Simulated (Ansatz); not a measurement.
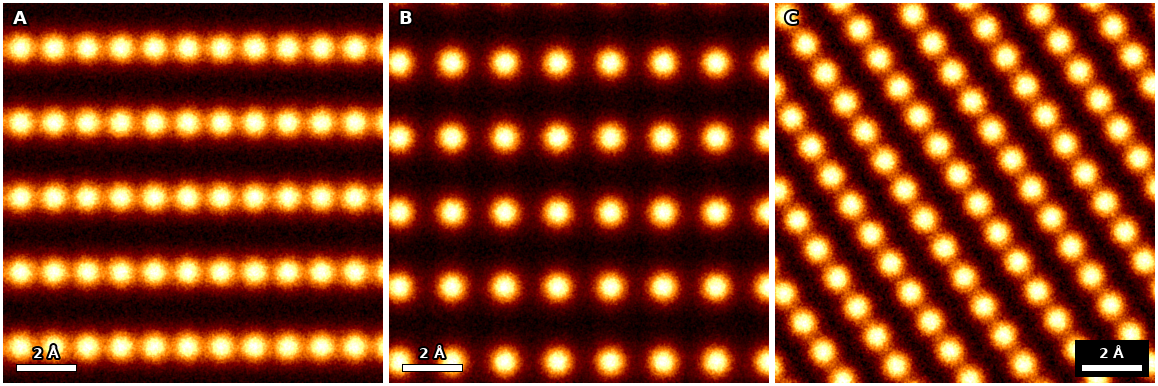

Three views of Rh (Pm-3m, No. 221) along different zone axes. Simulated as the projected potential of neutral atoms (B = 0.3 Å²) blurred by a 0.50 Å probe, the thin-sample limit of integrated differential phase contrast. The display is stretched by a gamma of 0.8; percentages refer to the linear signal. Shot noise was added. Structure used: the end point of a relaxation with Ansatz, DFT, RPBE, plane waves (420 eV) with PAW, scalar-relativistic; the starting structure was generated, so it need not be a known form of this composition.

```yaml
crystal:
  lattice:
    - [2.55606, 0.00000, 0.00000]
    - [0.00000, 2.55606, 0.00000]
    - [0.00000, 0.00000, 2.55606]
  atoms:
    - { symbol: Rh, position: [0.00000, 0.00000, 0.00000] }
```

Q: Match the panels to the zone axes [110], [210] and [221].

A is [210]: projected cell 1.14 × 2.56 Å, 90°, plane group p2mm. B is [110]: projected cell 1.81 × 2.56 Å, 90°, plane group p2mm. C is [221]: projected cell 1.20 × 1.91 Å, 108°, plane group c2mm.
